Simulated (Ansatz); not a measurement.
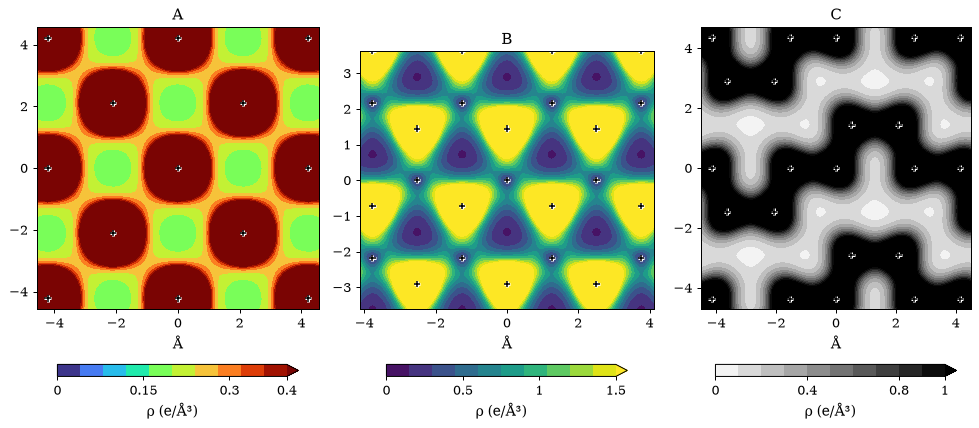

The valence charge density (pseudo) of 3 systems, each on a plane through atoms (crosses mark nuclei in the plane).

These are results of DFT PBE, plane waves, PAW (Ansatz 0.2.0), not measurements.

System 1: C, the (110) plane of the conventional cell. Space group P6₃/mmc.

```
CELL_PARAMETERS angstrom
2.51808 0.00000 0.00000
-1.25904 2.18072 0.00000
0.00000 0.00000 8.30450
ATOMIC_POSITIONS crystal
C 0.00000 0.00000 0.09297
C 0.00000 0.00000 0.59297
C 0.00000 0.00000 0.40703
C 0.00000 0.00000 0.90703
C 0.33333 0.66667 0.15553
C 0.66667 0.33333 0.65553
C 0.33333 0.66667 0.34447
C 0.66667 0.33333 0.84447
```

System 2: BN, the (001) plane of the conventional cell. Space group P6₃/mmc.

System 3: Ta, the (010) plane of the conventional cell. Space group Fm-3m; computed without spin polarisation.

### Match each panel to its system.

Panel A is system 3, Ta: the plane holds Ta. Ta–Ta (2.98 Å): ρ is about 0.27 e/Å³ halfway. Panel B is system 2, BN: the plane holds B and N. B–N (1.45 Å): the density is about 1.8 e/Å³ at the midpoint. Panel C is system 1, C: the plane holds C. C–C (1.54 Å): ρ at the midpoint is about 1.6 e/Å³.
